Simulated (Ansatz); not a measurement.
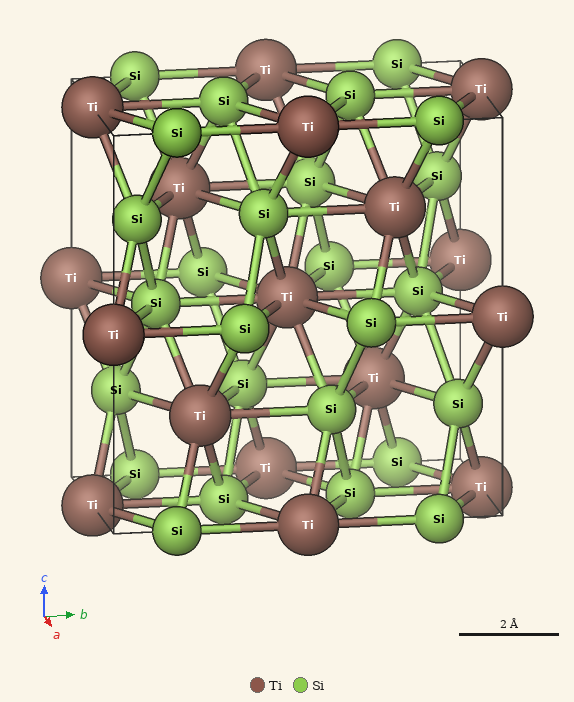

**Figure 1.** The starting structure (ball-and-stick view of the cell 4 times as large as that of the calculation, set on its symmetry axes, seen slightly off an axis).

## TiSi$_{2}$: geometry relaxation

The run: geometry relaxation of TiSi$_{2}$ (Fddd, 6 atoms in the cell). Method and program: DFT r2SCAN, scalar-relativistic, plane waves, PAW, no spin polarisation (Ansatz 0.2.0).

The structure derives from an entry of the Crystallography Open Database. It belongs to a series of runs on one base structure; here: volume × 0.94, shape and atoms relaxed.

The input:
```yaml
crystal:
  lattice:
    - [0.0, 4.0236568911, 4.1816395508]
    - [2.3405153624, 0.0, 4.1816395508]
    - [2.3405153624, 4.0236568911, 0.0]
  atoms:
    - { symbol: Ti, position: [0.75, 0.75, 0.75] }
    - { symbol: Ti, position: [0.5, 0.5, 0.5] }
    - { symbol: Si, position: [0.0871068452, 0.4128931548, 0.0871068452] }
    - { symbol: Si, position: [0.4128931548, 0.0871068452, 0.4128931548] }
    - { symbol: Si, position: [0.1628931548, 0.8371068452, 0.1628931548] }
    - { symbol: Si, position: [0.8371068452, 0.1628931548, 0.8371068452] }
basis:
  ecutwfc: 500
kpoints:
  mp_grid: { grid: [10, 10, 10] }
hamiltonian:
  xc: r2scan
scf:
  occupations: { method: gaussian, width: 0.1 }
output:
  forces: true
  stress: true
  eigenvalues: true
  write_density: true
  write_potential: true
  elf: true
  volumetric_format: npy
relax:
  adjacent_minimum: "off"
  f_tol: 0.01
  max_steps: 30
  cell: { stress_tol: 0.1, fix: [volume] }
```

Run on 2 threads of Arm Neoverse V1, 24 GiB of memory available, shared host.

Run as:
```bash
ansatz run input.yaml --threads 2 --pin off --max-ram 5120MiB --backend cpu --events-out ev --progress --plain --runs-dir out
```

What the program printed:
```
Engine: ansatz 0.2.0, aarch64-unknown-linux-gnu
Pseudopotentials: kind: paw
Pseudopotential: Ti, paw, valence charge 12, recommended cutoff 500 eV (meta_gga), Ti.paw.azcp
Pseudopotential: Si, paw, valence charge 4, recommended cutoff 500 eV (meta_gga), Si.paw.azcp
Functional definition: r2SCAN
  parameter k0 = 0.174
  parameter k1 = 0.065
  parameter a1 = 4.9479
  exchange = r2scan_x(k0 = k0, k1 = k1, a1 = a1)
  correlation = r2scan_c
Crystal: 6 atoms, lattice volume = 78.761 Å³
Basis set: ecut = 500 eV, 2017 PW (Γ), exchange–correlation on 180×144×144 points (64 copies of the dense FFT grid, shifted against one another)
Bands: 26, of which v1, the nominal top of the filled ones, is band 20 counted from 1 (19 counted from 0)
Symmetry: 8 space group operations
Space group: Fddd (ITA 70), of the structure as read, at distance tolerance 4.3e-5 Å
k-points: 171 of 1000
Non-local potential: Ti, projectors of the file, l = 0: 3, l = 1: 2, l = 2: 3, l = 3: 1
Non-local potential: Si, projectors of the file, l = 0: 2, l = 1: 2, l = 2: 2
PAW form: soft (Blöchl's): semilocal exchange-correlation on the pseudo side does not see the compensation charge
PAW frozen core: Ti, regenerated for the run's functional (the file was generated under x = pbe(κ = 0.804, μ = 0.2195149727645171), c = pbe(β = 0.06672455060314922))
PAW frozen core: Si, regenerated for the run's functional (the file was generated under x = pbe(κ = 0.804, μ = 0.2195149727645171), c = pbe(β = 0.06672455060314922))
PAW one-centre angular grid: Ti, 590 points (default); XC on 160 Gauss nodes
PAW one-centre angular grid: Si, 302 points (default); XC on 160 Gauss nodes
Initial density: superposition of atomic densities (neutral atoms: chi_scale 0, normalization atom), corrected by the library's trained network
Initial wavefunctions: pseudopotential atomic-orbital guess
Functional: x = r2scan, c = r2scan; τ floored in thin density (d = 2e-4 eV/Å³)
SCF iter   1: F=—  HF=-7567.900633 eV  |F-HF|=—  |Δ(HF+E_count)|=         —  Δρ=9.11e-3  dr2=5.13e-2  dr2_τ=6.76e-2  ethr=1.77e-3  ⟨swp⟩=6.2  Hψ=22561  notcnv=0  defer=4
preconditioner: auto → Kerker (q_TF=auto, 2.437 Å⁻¹)  [metal: Δε(μ)=0.019 eV  Ē_g=7.209 eV  σ=0.100 eV  W_gap=0.11  n_scr=16 (ndim 8)  ℏωp=20.5 eV  f_vac=0.000  D(μ)=1.94/eV (n_scr^D=12)]
SCF iter   2: F=—  HF=-7568.031220 eV  |F-HF|=—  |Δ(HF+E_count)|=   1.31e-1  Δρ=4.25e-3  dr2=1.37e-2  dr2_τ=6.70e-4  ethr=1.28e-4  ⟨swp⟩=2.0  Hψ=10013  notcnv=0  defer=237
SCF iter   3: F=—  HF=-7568.030987 eV  |F-HF|=—  |Δ(HF+E_count)|=   2.33e-4  Δρ=2.26e-3  dr2=3.88e-3  dr2_τ=6.00e-5  ethr=3.41e-5  ⟨swp⟩=1.0  Hψ=4209  notcnv=0  defer=237
SCF iter   4: F=—  HF=-7568.030548 eV  |F-HF|=—  |Δ(HF+E_count)|=   4.39e-4  Δρ=1.98e-4  dr2=2.49e-5  dr2_τ=7.48e-7  ethr=9.70e-6  ⟨swp⟩=2.0  Hψ=6207  notcnv=0  defer=237
SCF iter   5: F=—  HF=-7568.030561 eV  |F-HF|=—  |Δ(HF+E_count)|=   1.31e-5  Δρ=3.36e-5  dr2=5.85e-7  dr2_τ=4.68e-8  ethr=6.23e-8  ⟨swp⟩=2.2  Hψ=6736  notcnv=0  defer=237
SCF iter   6: F=-7568.030561 eV  HF=-7568.030561 eV  |F-HF|=1.57e-8  |Δ(HF+E_count)|=   3.85e-7  Δρ=8.42e-6  dr2=4.77e-8  dr2_τ=6.45e-10  ethr=2.50e-10  ⟨swp⟩=13.1  Hψ=31214  notcnv=0
SCF 1 converged in 6 iterations: F = -7568.030561 eV  dr2 = 4.77e-8
  greatest PAW one-centre occupation: 1.002 electrons in one spin orbital (limit 2), on the Ti atom at site 1 (counted from 0), in its partial waves of l = 1
relax step   1: F+E_penalty+E_count = -7568.03056113 eV  Δ(F+E_penalty+E_count) = +0.000e0 eV  max|allowed force component| = 2.459e-2 eV/Å  Δτ_max = 0.0000 Å  P = +10.545 GPa  Ω = 78.761 Å³  fix = [volume]  reactions: volume +10.545 GPa  (6 SCF iters, dr2 threshold 1.00e-7 eV, accepted)
Basis set: ecut = 500 eV, 2009 PW (Γ), exchange–correlation on 180×144×144 points (64 copies of the dense FFT grid, shifted against one another)
Initial density: handed on by an earlier stage of this run
Initial wavefunctions: those handed on with the density
iter 1 solved again at ethr=8.77e-7 eV; its pass at ethr=3.10e-3 eV (dr2=3.51e-4 eV) is discarded
SCF iter   1: F=—  HF=-7568.031495 eV  |F-HF|=—  |Δ(HF+E_count)|=         —  Δρ=6.98e-4  dr2=3.64e-4  dr2_τ=3.23e-4  ethr=8.77e-7  ⟨swp⟩=2.0  Hψ=22648  notcnv=0
preconditioner: auto → Kerker (q_TF=auto, 2.437 Å⁻¹)  [metal: Δε(μ)=0.012 eV  Ē_g=7.146 eV  σ=0.100 eV  W_gap=0.07  n_scr=16 (ndim 8)  ℏωp=20.5 eV  f_vac=0.000  D(μ)=1.98/eV (n_scr^D=12)]
SCF iter   2: F=—  HF=-7568.031629 eV  |F-HF|=—  |Δ(HF+E_count)|=   1.34e-4  Δρ=3.37e-4  dr2=9.08e-5  dr2_τ=1.66e-6  ethr=8.77e-7  ⟨swp⟩=2.9  Hψ=7858  notcnv=0
SCF iter   3: F=—  HF=-7568.031613 eV  |F-HF|=—  |Δ(HF+E_count)|=   1.61e-5  Δρ=1.06e-4  dr2=9.70e-6  dr2_τ=4.32e-7  ethr=2.27e-7  ⟨swp⟩=1.8  Hψ=6213  notcnv=0
SCF iter   4: F=—  HF=-7568.031613 eV  |F-HF|=—  |Δ(HF+E_count)|=   5.86e-7  Δρ=3.30e-5  dr2=9.12e-7  dr2_τ=5.89e-8  ethr=2.43e-8  ⟨swp⟩=2.7  Hψ=6948  notcnv=0
SCF iter   5: F=-7568.031613 eV  HF=-7568.031613 eV  |F-HF|=2.05e-8  |Δ(HF+E_count)|=   4.11e-8  Δρ=1.04e-5  dr2=4.64e-8  dr2_τ=4.52e-9  ethr=1.50e-9  ⟨swp⟩=9.2  Hψ=29740  notcnv=0
SCF 2 converged in 5 iterations: F = -7568.031613 eV  dr2 = 4.64e-8
relax step   2: F+E_penalty+E_count = -7568.03161257 eV  Δ(F+E_penalty+E_count) = -1.051e-3 eV  max|allowed force component| = 5.218e-3 eV/Å  Δτ_max = 0.0018 Å  P = +10.371 GPa  Ω = 78.761 Å³  energy of the carried Pulay correction = +5.705e-18 eV  fix = [volume]  reactions: volume +10.371 GPa  (5 SCF iters, dr2 threshold 6.00e-7 eV, accepted)
iter 1 solved again at ethr=3.38e-8 eV; its pass at ethr=3.10e-3 eV (dr2=1.35e-5 eV) is discarded
SCF iter   1: F=—  HF=-7568.031687 eV  |F-HF|=—  |Δ(HF+E_count)|=         —  Δρ=1.39e-4  dr2=1.38e-5  dr2_τ=1.91e-5  ethr=3.38e-8  ⟨swp⟩=2.0  Hψ=21983  notcnv=0
preconditioner: auto → Kerker (q_TF=auto, 2.437 Å⁻¹)  [metal: Δε(μ)=0.022 eV  Ē_g=7.149 eV  σ=0.100 eV  W_gap=0.12  n_scr=16 (ndim 8)  ℏωp=20.5 eV  f_vac=0.000  D(μ)=1.97/eV (n_scr^D=12)]
SCF iter   2: F=—  HF=-7568.031699 eV  |F-HF|=—  |Δ(HF+E_count)|=   1.25e-5  Δρ=6.49e-5  dr2=3.27e-6  dr2_τ=6.83e-8  ethr=3.38e-8  ⟨swp⟩=2.2  Hψ=7349  notcnv=0
SCF iter   3: F=—  HF=-7568.031699 eV  |F-HF|=—  |Δ(HF+E_count)|=   6.46e-7  Δρ=2.16e-5  dr2=4.03e-7  dr2_τ=1.62e-8  ethr=8.17e-9  ⟨swp⟩=1.8  Hψ=6034  notcnv=0
SCF iter   4: F=-7568.031698 eV  HF=-7568.031698 eV  |F-HF|=1.19e-8  |Δ(HF+E_count)|=   5.45e-8  Δρ=6.97e-6  dr2=3.89e-8  dr2_τ=3.16e-9  ethr=5.98e-10  ⟨swp⟩=9.1  Hψ=28841  notcnv=0
SCF 3 converged in 4 iterations: F = -7568.031698 eV  dr2 = 3.89e-8
relax step   3: F+E_penalty+E_count = -7568.03169845 eV  Δ(F+E_penalty+E_count) = -8.588e-5 eV  max|allowed force component| = 3.590e-3 eV/Å  Δτ_max = 0.0002 Å  P = +10.398 GPa  Ω = 78.761 Å³  energy of the carried Pulay correction = +5.705e-18 eV  fix = [volume]  reactions: volume +10.398 GPa  (4 SCF iters, dr2 threshold 2.39e-7 eV, accepted)
Initial wavefunctions: pseudopotential atomic-orbital guess (no wavefunctions were taken with the density)
iter 1 solved again at ethr=5.28e-8 eV; its pass at ethr=3.10e-3 eV (dr2=2.11e-5 eV) is discarded
SCF iter   1: F=—  HF=-7568.031700 eV  |F-HF|=—  |Δ(HF+E_count)|=         —  Δρ=1.74e-5  dr2=4.37e-8  dr2_τ=2.42e-8  ethr=5.28e-8  ⟨swp⟩=3.0  Hψ=33003  notcnv=0
preconditioner: auto → Kerker (q_TF=auto, 2.437 Å⁻¹)  [metal: Δε(μ)=0.023 eV  Ē_g=7.149 eV  σ=0.100 eV  W_gap=0.13  n_scr=16 (ndim 8)  ℏωp=20.5 eV  f_vac=0.000  D(μ)=1.97/eV (n_scr^D=12)]
SCF iter   2: F=—  HF=-7568.031699 eV  |F-HF|=—  |Δ(HF+E_count)|=   5.16e-7  Δρ=8.84e-6  dr2=1.12e-8  dr2_τ=6.68e-9  ethr=1.09e-10  ⟨swp⟩=2.0  Hψ=6325  notcnv=0
SCF iter   3: F=—  HF=-7568.031700 eV  |F-HF|=—  |Δ(HF+E_count)|=   1.99e-7  Δρ=2.95e-6  dr2=2.82e-9  dr2_τ=6.40e-10  ethr=2.79e-11  ⟨swp⟩=2.1  Hψ=6424  notcnv=0
SCF iter   4: F=-7568.031700 eV  HF=-7568.031700 eV  |F-HF|=1.59e-9  |Δ(HF+E_count)|=   1.61e-8  Δρ=7.37e-7  dr2=5.22e-11  dr2_τ=4.34e-11  ethr=1.00e-12  ⟨swp⟩=5.2  Hψ=24069  notcnv=0
SCF 4 converged in 4 iterations: F = -7568.031700 eV  dr2 = 5.22e-11
relax step   4: F+E_penalty+E_count = -7568.03169966 eV  Δ(F+E_penalty+E_count) = -1.208e-6 eV  max|allowed force component| = 3.619e-3 eV/Å  Δτ_max = 0.0000 Å  P = +10.398 GPa  Ω = 78.761 Å³  fix = [volume]  reactions: volume +10.398 GPa  stress off target by 4.18e-2 GPa on what of the cell is left free  SCF on the basis re-selected at this cell (its energy is not comparable with the rows above)  (4 SCF iters)
```

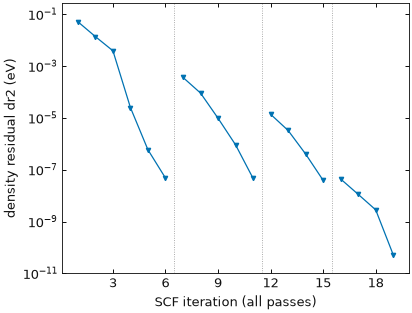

**Figure 2.** Convergence of the self-consistent field: density residual dr2 against the SCF iteration. The dotted lines part the SCF passes of the relaxation: geometry steps, rejected trials and re-solves on a re-selected basis. The passes take 6, 5, 4 and 4 iterations.

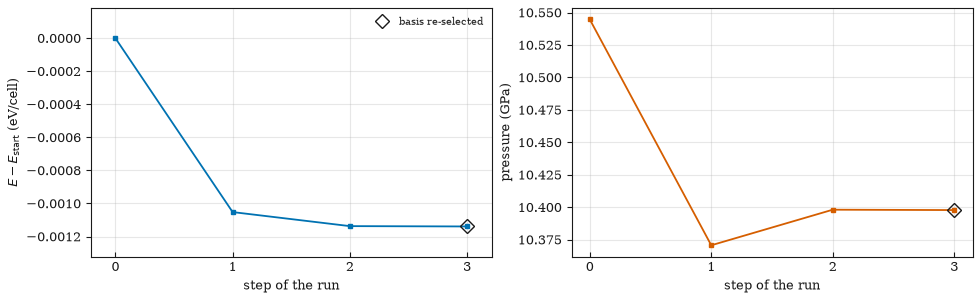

**Figure 3.** Progress of the relaxation, step by step (the first geometry is step 0 here and step 1 in the log). The energy falls by 1.1 meV per cell of the calculation in 2 geometry steps. The largest force component goes from 0.025 to 0.0036 eV/Å. Pressure: 10.54 GPa at the start and 10.40 GPa at the end. The atoms keep their places relative to the cell (all moves are under 0.005 Å). Among the contacts that change: Ti1–Si3 2.713 → 2.705 Å, Si3–Si5 2.472 → 2.477 Å. The space group stays Fddd (No. 70). A last SCF at the same geometry on a re-selected plane-wave basis shifts the energy by next to nothing (0.0 meV per cell of the calculation). (Atoms are counted from 1 in the order of the input.)

```
basis re-selected at this cell: Δ(F+E_penalty+E_count) = -1.208e-6 eV, ΔP = -0.000 GPa vs the last step (what re-selecting the basis moved, of the pressure what is left beyond the Pulay correction that the steps carried, after the strain that the cell walked since its last selection, with what the two solves' SCF thresholds leave and, on support functions, any second-order correction that the steps lacked; it is no measure of the basis error at this ecutwfc). This SCF's stress stands 4.18e-2 GPa from its target on what of the cell is left free (relax.cell.stress_tol is 1.00e-1 GPa) and its largest allowed force component is 3.62e-3 eV/Å (relax.f_tol is 1.00e-2 eV/Å): within both
SCF converged after 4 iterations
Free energy (F): -7568.031700 eV
Harris-Foulkes:  -7568.031700 eV  (|F-HF|=1.59e-9)
Internal energy: -7568.021838 eV  (E = F + TS)
E sigma→0 (E₀):  -7568.026769 eV
Entropy (-TS):   -0.009862 eV (-1.644 meV/atom)
Fermi energy:    13.615748 eV
--- Per-component energies (eV) ---
  E_band       = -207.282057
  E_kinetic    = 730.256874
  E_local      = -1947.273867  (includes V_loc(G=0)·N_el)
  E_nonlocal   = 112.746512
  E_hartree    = 862.071093
  E_xc         = -403.037980
  E_vxc        = -481.978028  (∫ρ·V_xc dr)
  E_paw        = -4192.620788  (= ΣΔE_a)
  E_vpaw       = -372.400267  (= ΣTr[D̂ρ^β])
  E_aug_tail   = 0.000185  (compensation charges beyond the density's cutoff)
  E_vtau       = 27.224339  (kinetic-family band-sum trace: ∫τ·v_τ [+ j·A + Jᵃ·Aᵃ] dr)
  E_ewald      = -2729.351221
  E_core_change = -0.812646  (= ΣΔE_core)
  E_smearing   = -0.009862  (= −TS)
  E_closure    = -0.000000  (closes the sum)
  Σ components = -7568.031700   (vs F -7568.031700, Δ=0.00e0)
--- Forces (eV/Å), atoms counted from 1 ---
  atom   1  Ti     0.00000000     0.00000000     0.00000000
  atom   2  Ti    -0.00000000    -0.00000000     0.00000000
  atom   3  Si     0.00000000    -0.00361857     0.00000000
  atom   4  Si     0.00000000     0.00361857    -0.00000000
  atom   5  Si     0.00000000     0.00361857     0.00000000
  atom   6  Si     0.00000000    -0.00361857    -0.00000000
  max |Σ_I F_I| component: 1.39e-17 eV/Å
--- Stress (GPa, compression-positive) ---
       10.439551      -0.000000      -0.000000
       -0.000000      10.389580       0.000000
       -0.000000       0.000000      10.364231
  P = ⅓ Tr σ = 10.3978 GPa (103.978 kbar)
--- Band table (eV; the first three rows and the last of 171) ---
  k-point 0: bands = ["-44.8123", "-44.7719", "-20.2030", "-20.1594", "-20.0792", "-20.0608", "-20.0333", "-20.0112", "-0.1888", "6.3590", "7.5152", "7.7456", "7.9443", "9.3267", "9.7601", "10.7169", "11.0264", "11.3300", "11.5946", "12.0257", "12.5579", "16.0285", "17.2241", "17.4531", "17.6052", "17.7131"]
  k-point 1: bands = ["-44.8115", "-44.7726", "-20.2022", "-20.1596", "-20.0824", "-20.0608", "-20.0327", "-20.0116", "-0.0703", "6.1824", "6.9392", "7.5854", "8.3502", "9.5097", "9.7602", "10.6938", "10.9910", "11.2840", "12.0190", "12.0727", "12.5343", "15.9022", "17.2018", "17.2619", "17.4782", "17.6623"]
  k-point 2: bands = ["-44.8093", "-44.7746", "-20.2007", "-20.1595", "-20.0914", "-20.0601", "-20.0319", "-20.0119", "0.2781", "5.7526", "6.0368", "7.5748", "8.3450", "9.3445", "10.2951", "10.3357", "11.4777", "11.6138", "12.2682", "12.3174", "12.8085", "15.5506", "16.8436", "16.9415", "17.1203", "17.2131"]
  k-point 170: bands = ["-44.7918", "-44.7918", "-20.1358", "-20.1358", "-20.1253", "-20.1253", "-20.0205", "-20.0205", "1.9401", "1.9401", "8.0536", "8.0536", "8.5453", "8.5453", "10.2913", "10.2913", "11.8447", "11.8447", "12.4486", "12.4486", "14.4313", "14.4313", "17.2851", "17.2851", "17.5638", "17.5638"]
--- Relaxed structure (3 steps of the walk, 3 accepted, 1 SCFs on fresh bases) ---
  F+E_penalty+E_count = -7568.03169966 eV   max|allowed force component| = 3.619e-3 eV/Å   (the final SCF, on the basis selected at the relaxed cell)
  cell:  # Å, volume = 78.7606 Å³
    - [-2.7117501691547718e-34, 4.015389070215847, 4.191335235820637]
    - [2.3399091728355397, -1.1076903649227536e-34, 4.191335235820637]
    - [2.3399091728355397, 4.015389070215847, 4.519583615257953e-35]
  atoms:
    - { symbol: Ti, position: [0.7499999999999999, 0.7499999999999999, 0.7500000000000003] }
    - { symbol: Ti, position: [0.5, 0.5, 0.5] }
    - { symbol: Si, position: [0.0868624058886415, 0.41313759411135853, 0.08686240588864147] }
    - { symbol: Si, position: [0.4131375941113585, 0.08686240588864153, 0.4131375941113584] }
    - { symbol: Si, position: [0.16313759411135853, 0.8368624058886415, 0.16313759411135853] }
    - { symbol: Si, position: [0.8368624058886415, 0.16313759411135853, 0.8368624058886414] }
```

Trajectory as extended XYZ (Å, eV, eV/Å), 4 frames, from step=1 to step=4:
```
6
Lattice="0.0000 4.0237 4.1816 2.3405 0.0000 4.1816 2.3405 4.0237 0.0000" Properties=species:S:1:pos:R:3:forces:R:3 step=1 energy=-7568.03056 pressure_GPa=10.54
Ti    3.5108    6.0355    6.2725    0.0000   0.0000   0.0000
Ti    2.3405    4.0237    4.1816    0.0000   0.0000   0.0000
Si    1.1703    0.7010    2.0908    0.0000  -0.0246   0.0000
Si    1.1703    3.3227    2.0908    0.0000   0.0246   0.0000
Si    2.3405    1.3109    4.1816    0.0000   0.0246   0.0000
Si    2.3405    6.7365    4.1816    0.0000  -0.0246   0.0000
6
Lattice="0.0000 4.0123 4.1924 2.3411 0.0000 4.1924 2.3411 4.0123 0.0000" Properties=species:S:1:pos:R:3:forces:R:3 step=2 energy=-7568.03161 pressure_GPa=10.37
Ti    3.5117    6.0184    6.2887    0.0000   0.0000   0.0000
Ti    2.3411    4.0123    4.1924    0.0000   0.0000   0.0000
Si    1.1706    0.6972    2.0962    0.0000  -0.0052   0.0000
Si    1.1706    3.3150    2.0962    0.0000   0.0052   0.0000
Si    2.3411    1.3089    4.1924    0.0000   0.0052   0.0000
Si    2.3411    6.7156    4.1924    0.0000  -0.0052   0.0000
6
Lattice="0.0000 4.0154 4.1913 2.3399 0.0000 4.1913 2.3399 4.0154 0.0000" Properties=species:S:1:pos:R:3:forces:R:3 step=3 energy=-7568.03170 pressure_GPa=10.40
Ti    3.5099    6.0231    6.2870    0.0000   0.0000   0.0000
Ti    2.3399    4.0154    4.1913    0.0000   0.0000   0.0000
Si    1.1700    0.6976    2.0957    0.0000  -0.0036   0.0000
Si    1.1700    3.3178    2.0957    0.0000   0.0036   0.0000
Si    2.3399    1.3101    4.1913    0.0000   0.0036   0.0000
Si    2.3399    6.7207    4.1913    0.0000  -0.0036   0.0000
6
Lattice="0.0000 4.0154 4.1913 2.3399 0.0000 4.1913 2.3399 4.0154 0.0000" Properties=species:S:1:pos:R:3:forces:R:3 step=4 energy=-7568.03170 pressure_GPa=10.40
Ti    3.5099    6.0231    6.2870    0.0000   0.0000   0.0000
Ti    2.3399    4.0154    4.1913    0.0000   0.0000   0.0000
Si    1.1700    0.6976    2.0957    0.0000  -0.0036   0.0000
Si    1.1700    3.3178    2.0957    0.0000   0.0036   0.0000
Si    2.3399    1.3101    4.1913    0.0000   0.0036   0.0000
Si    2.3399    6.7207    4.1913    0.0000  -0.0036   0.0000
```

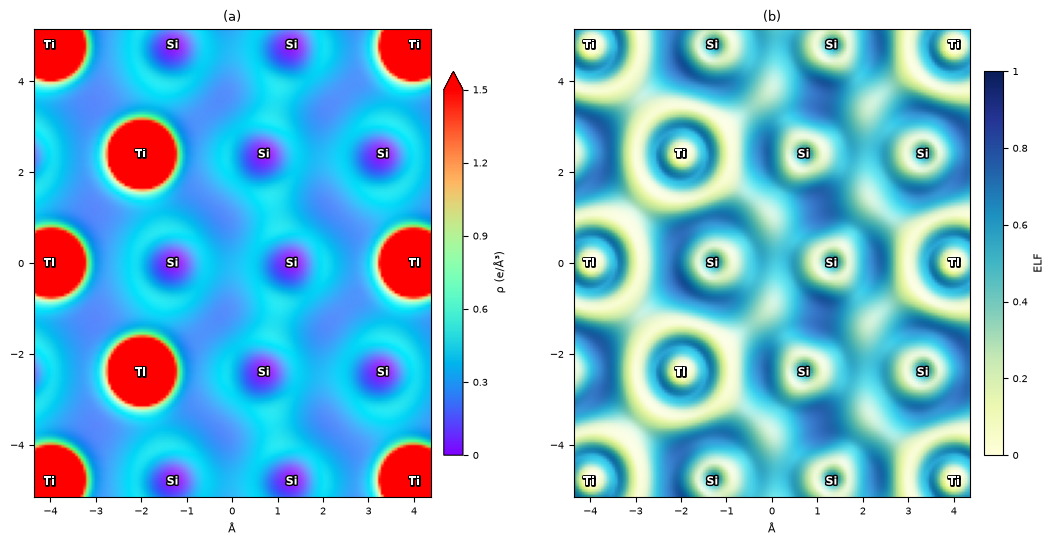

**Figure 4.** (a) valence electron density; (b) ELF on the (101) plane of the conventional cell. The plane passes through Ti and Si nuclei. Si–Si (2.48 Å): ρ is about 0.43 e/Å³ halfway, a local maximum along the line; the ELF peaks at about 0.80 between the atoms, which marks a covalent bond. Ti–Si (2.50 Å): ρ at the midpoint is about 0.35 e/Å³; the ELF is about 0.40 at the midpoint. Ti–Si (2.71 Å): ρ is about 0.27 e/Å³ halfway; the ELF is about 0.40 at the midpoint. Away from the nuclei the density in this plane falls to 0.2 e/Å³ at its lowest. The strong features right at Ti lie inside the PAW spheres (semicore, d or f shells) and say nothing about bonding. Core electrons are frozen (PAW), so the fields are smoothed inside the atomic spheres.

Summary:

- outcome: converged
- space group (tolerance 0.01 Å): Fddd (70)
- electrons treated: 40
- free energy: −7568.0317 eV
- Fermi energy: 13.616 eV
- gap on the k-point mesh: none (metallic)
- pressure: 10.40 GPa
- final volume: 78.76 Å³
- largest force (length of the vector) at the end: 0.004 eV/Å
- final cell: a = 5.804 Å, b = 4.800 Å, c = 4.647 Å, α = 75.79°, β = 53.29°, γ = 50.91°
- wall time: 1.9 min (CPU time 3.8 min)
- peak memory: 0.9 GiB

Notes:

The cell is under a pressure of 10.4 GPa at this level, so it is not at its equilibrium volume.
